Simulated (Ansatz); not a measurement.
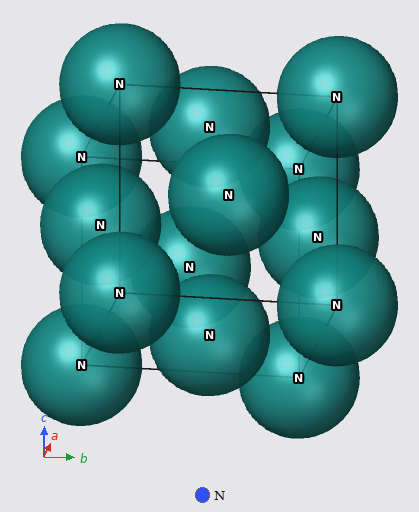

N. Isosurface of the magnetisation density (up minus down) at +0.04 e/Å³ (teal), seen at an oblique angle.

Space group Fm-3m; changed on purpose from its base cell (volume × 0.94, shape and atoms relaxed); spin-polarised.

These are results of Ansatz, DFT LDA, scalar-relativistic, plane waves, PAW, not measurements.

The density is the valence pseudo-density of a PAW calculation; it isn't the true density close to the nuclei.

```
N
1.0
     4.73216    0.00000    0.00000
     0.00000    4.73216    0.00000
     0.00000    0.00000    4.73216
N
4
Cartesian
  4.7321 4.7321 4.7321
  2.3662 0.0001 2.3660
  2.3660 2.3662 0.0001
  0.0001 2.3660 2.3662
```

### Which atoms carry the moments, and with what signs?

The spin density sits on N: +2.9 μB (×4) in one cell of 4 atoms: parallel main moments (a ferromagnetic arrangement) in this solution. The cell of the calculation (4 atoms) carries 12.0 μB of net spin moment.
